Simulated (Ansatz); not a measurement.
System: Si$_{7}$Ge.

```xyz
8
Lattice="5.4654 0.0000 0.0000 0.0000 5.4654 0.0000 0.0000 0.0000 5.4654" Properties=species:S:1:pos:R:3 pbc="T T T"
Si    1.3414    1.4228    1.3789
Si    5.4606    2.6770    2.7516
Si    2.7518    2.6923    0.0111
Si    2.7957    0.0278    2.7656
Si    4.0446    1.3914    4.0655
Si    4.0834    4.0798    1.3876
Si    1.4199    4.1332    4.0778
Ge    5.4297    5.4372    5.4235
```

Space group P1; a structure from a database of computed crystals, not necessarily the ambient phase; changed on purpose from its base cell (all atoms moved at random (sigma 0.03 A a component)); not relaxed (largest force 1.6 eV/Å).

Theory: DFT r2SCAN, scalar-relativistic, plane waves, PAW in Ansatz.

### What can the converged valence pseudo-density and electron localisation function tell about the bonding?

Si–Si (2.26 Å): ρ is about 0.66 e/Å³ halfway; the ELF peaks at about 0.95 between the atoms, as expected for a covalent bond.
Si–Ge (2.45 Å): ρ at the midpoint is about 0.51 e/Å³; the ELF peaks at about 0.95 between the atoms (localised, covalent bonding).

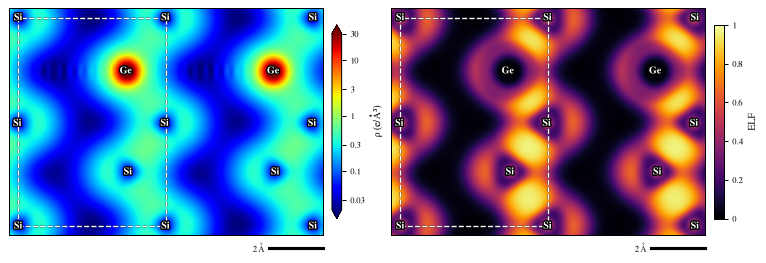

Computed valence pseudo-density and electron localisation function on the (101̄) plane of the conventional cell, in this order. 

In a PAW calculation such maps are meaningful between the atoms, not at the nuclei.
